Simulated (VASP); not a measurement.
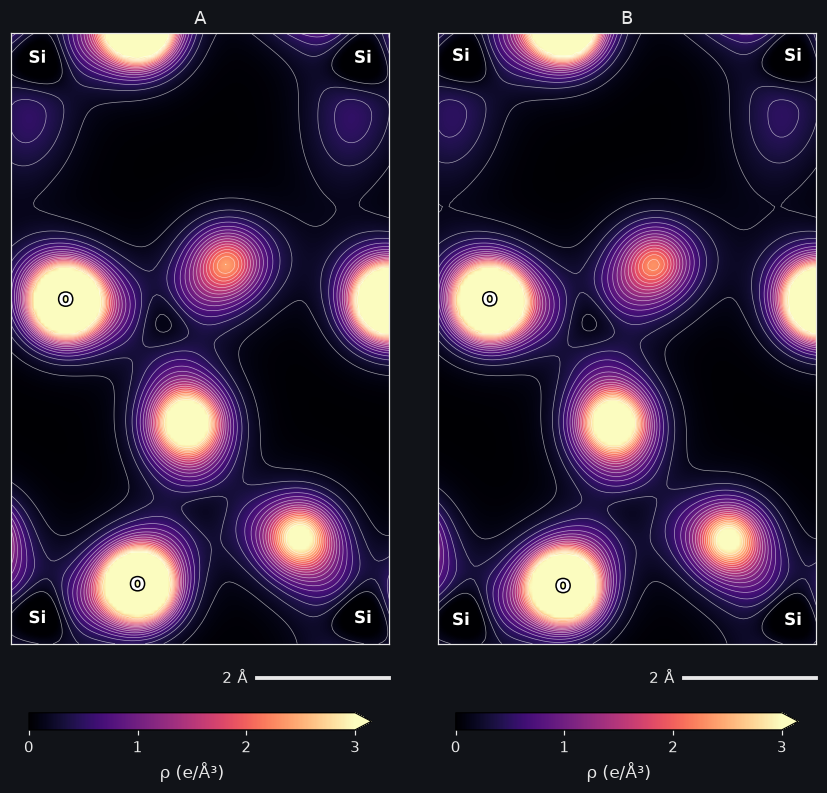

SiO₂. The valence charge density (pseudo) of two cells that differ in size and shape, on the (011) plane of each (indices in the axes of the calculation cell), at one length scale and on one colour scale: B has 14.5 Å³ an atom and A 14.0.

All numbers below come from Kohn-Sham DFT of a periodic cell, PBE, VASP PAW PBE potentials, recommended in VASP.

Core electrons are frozen (PAW), and the valence fields are smoothed inside the atomic spheres.

What does the compression do to the bonding and the properties?

Answer. From the larger cell to the smaller, Si–O goes from 1.63 to 1.60 Å, and the density at its midpoint from 1.2 to 1.3 e/Å³; the pressure goes from 1.4 to 9 GPa; the Kohn–Sham gap goes from 5.6 eV to 5.9 eV.
